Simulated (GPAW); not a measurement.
# MgO (Fm-3m): refractive index against wavelength

The refractive index of MgO (Fm-3m) below the direct gap (4.65 eV on the mesh) is read from one computed spectrum, n = √(Re ε).

Cell: a, b, c = 2.982, 2.982, 2.982 Å (primitive vectors), 2 atoms.

Method: GPAW 26.7.0, LDA, RPA, k-mesh 16×16×16, local fields up to 50 eV, Lorentzian half width 0.1 eV.

Launch of the response step: `OMP_NUM_THREADS=1 python df.py`. The run took 29 s, its band step included, on 1 thread of Arm Neoverse V1, with other jobs on the host.

| wavelength (nm) | photon energy E (eV) | n |
| --- | --- | --- |
| 1064 | 1.165 | 1.7734 |
| 850 | 1.459 | 1.7784 |
| 700 | 1.771 | 1.7852 |
| 633 | 1.959 | 1.7900 |
| 532 | 2.331 | 1.8016 |
| 450 | 2.755 | ? |
| 405 | 3.061 | 1.8335 |

In the single-oscillator model n² − 1 = E₀E_d/(E₀² − E²), so 1/(n² − 1) = E₀/E_d − E²/(E₀E_d) is linear in E².

Working, on the rows shown:

| x = E² (eV²) | y = 1/(n² − 1) |
| --- | --- |
| 1.35784 | 0.466212 |
| 2.12762 | 0.462384 |
| 3.13716 | 0.45726 |
| 3.83641 | 0.4537 |
| 5.43137 | 0.445283 |
| 9.37179 | 0.42342 |

Means: x̄ = 4.2104, ȳ = 0.45138. Σ(x − x̄)(y − ȳ) = -0.2242, Σ(x − x̄)² = 41.9. Slope = -0.2242 / 41.9 = -0.00535; intercept = ȳ − slope · x̄ = 0.4739. Turned back into n, the line misses the rows shown by at most 0.00062.

Problem. Predict the last column of the withheld row from the fit.

Solution. At x = 7.5912 the line gives y = 0.43329, that is 1.8188. The run gave 1.8183, so the interpolation is off by 0.00047, 0.8 % of the range in the table.

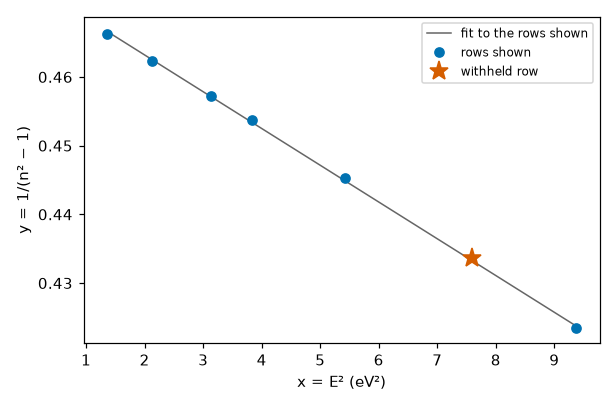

Refitted with all rows, the slope is -0.005332 and the intercept 0.47386. These give E₀ = √(intercept/−slope) = 9.43 eV and E_d = E₀/intercept = 19.9 eV; E₀ is 2.0 times the direct gap. The electronic limit at long wavelengths, without lattice vibrations, is n = √(1 + 1/intercept) = 1.764. The cell comes from an older database entry, whose edges can be off by a per cent or so. Excitons are left out; LDA gaps are as a rule too small. The values come from a sum over the points of one k-mesh and carry its error, which grows as the direct gap shrinks. This version of GPAW has incomplete matrix elements in the optical limit, which can lower ε − 1 by up to a tenth where first-row anions or d states rule. The local-field cutoff holds few shells of reciprocal vectors for this small cell, so ε∞ can read a few per cent high.
